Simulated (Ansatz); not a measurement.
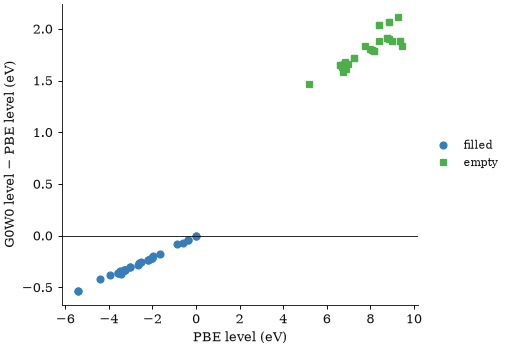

Change of each level from PBE to G0W0 against its PBE energy, both sets counted from their own valence top.

System: wurtzite BN, space group P6_3mc (No. 186), 4 atoms in the cell, relaxed with r2SCAN; a = 2.544 Å, c = 4.208 Å (hexagonal axes). Starting point: PBE, Ansatz PAW set, no spin polarisation, no spin-orbit coupling, 6×6×4 k mesh, 420 eV cutoff, fixed occupations (Ansatz 0.2.0). Many-body step: G0W0 with empty bands 88, screening cutoff 140 eV and frequency treatment contour deformation.

> What does G0W0 do to the gap?

Over the k points that were corrected, the smallest gap goes from 5.21 eV in PBE (Γ to K) to 6.68 eV in G0W0 (Γ to K), a change of +1.47 eV (+28 %).

> What are the quasiparticle weights at the band edges?

The quasiparticle weight (renormalisation factor) lies between 0.81 and 0.86 for the top filled and first empty levels.

> Is the valence band stretched or squeezed?

Down to 5.4 eV under the top, the filled levels drop by about 0.10 eV more for each eV of depth, so the valence band is stretched by about 10 %.

```
k point  PBE direct gap (eV)  G0W0 direct gap (eV)
      Γ                 8.39                 10.43
      M                 8.85                 10.66
      K                10.63                 12.64
```

The k mesh is coarse (spacing up to 0.48 Å⁻¹), so the values aren't converged. The cell's inner coordinates are idealised or old. The usual form of BN is layered hexagonal. Bands, cutoffs and mesh are finite, so these values aren't at the basis limit.
